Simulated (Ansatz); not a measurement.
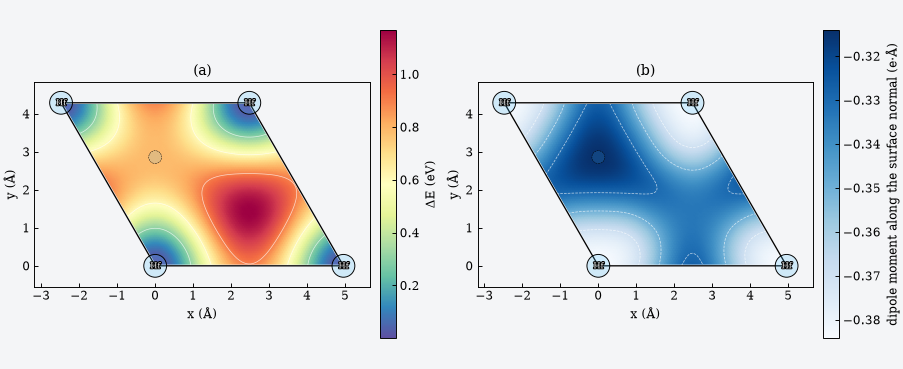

H on a Hf(111) slab cut from the Im-3m phase, its upper half relaxed before the scan (5 atoms of substrate and one adsorbate in a 1 × 1 cell). 
- H is moved over the surface cell at a fixed height above a rigid substrate; the origin of the map has the adsorbate above Hf5; the height is held at 2.50 Å.
- Places are given modulo a cell vector. The map is drawn in real space over the plane of the surface.
- The grid has 9 × 9 points; 19 points were computed and 62 follow by symmetry.
- Energies: eV, counted from the lowest grid point.
- The runs have no spin polarisation, so an open-shell adsorbate far from the surface lies too high. With one adsorbate in each 1 × 1 cell, its nearest image is 5.0 Å away, so neighbouring adsorbates interact. At a fixed height the lowest place need not be the adsorption site.
- Method: Ansatz 0.2.0, DFT PBE+D3(BJ), scalar-relativistic, plane waves, PAW. Settings: cutoff 420 eV, k-mesh 6×6×1, gaussian smearing 0.1 eV, no spin polarisation.

Panel (a) is the energy and panel (b) the computed dipole moment along the surface normal on the same grid.

Drawn: a smooth colour map with a few white contour lines, labelled circles for the atoms of the top layer and small ones for the second layer, the outline of one cell of the plane. Between grid points the surface is interpolated.

How does the dipole moment along the surface normal vary over the map, and what is it at the lowest grid point?

Answer. It runs from −0.38 e·Å at the top site over a surface Hf atom, (0/9, 0/9) of the cell vectors to −0.31 e·Å at a threefold hollow over a second-layer Hf atom, (3/9, 6/9) of the cell vectors. At the lowest grid point, the top site over a surface Hf atom, (0/9, 0/9) of the cell vectors, it is −0.38 e·Å.
